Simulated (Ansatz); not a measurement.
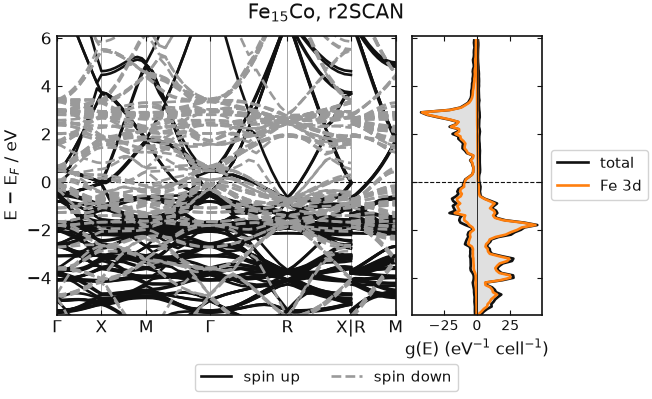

Band structure and density of states. Energies are counted from the Fermi level. The partial curves are projected on Löwdin-orthogonalised atomic shells. Spin-down states are drawn negative.

Question: Which Bravais lattice do the labels of the path belong to?

Answer: A simple cubic lattice: the path Γ–X–M–Γ–R–X|R–M runs through the special points of its Brillouin zone.

Structure: Fe₁₅Co, space group Pm-3m (No. 221), 16 atoms in the cell; a = 5.73 Å, b = 5.73 Å, c = 5.73 Å, α = 90.00°, β = 90.00°, γ = 90.00°.

Method: DFT r2SCAN, scalar-relativistic, plane waves, PAW, spin-polarised, 6×6×6 k mesh, 500 eV cutoff, Gaussian smearing of 0.1 eV (Ansatz 0.2.0).

Question: Metal, semiconductor or insulator?

Answer: A metal: bands cross the Fermi level along this path.

Question: Where is the centre of the Fe 3d band?

Answer: Over the range shown, the centre of the Fe 3d weight lies 0.9 eV below the Fermi level, and about 70 % of the shell is filled. The centres of the two spins are 3.6 eV apart (the exchange splitting).

Question: What do the unequal spin channels mean for the moment?

Answer: The two spin channels differ: the cell has a net moment of 41.9 μB, with spin up in the majority.

The run may have settled in a state above the lowest, so this need not be the ground state.
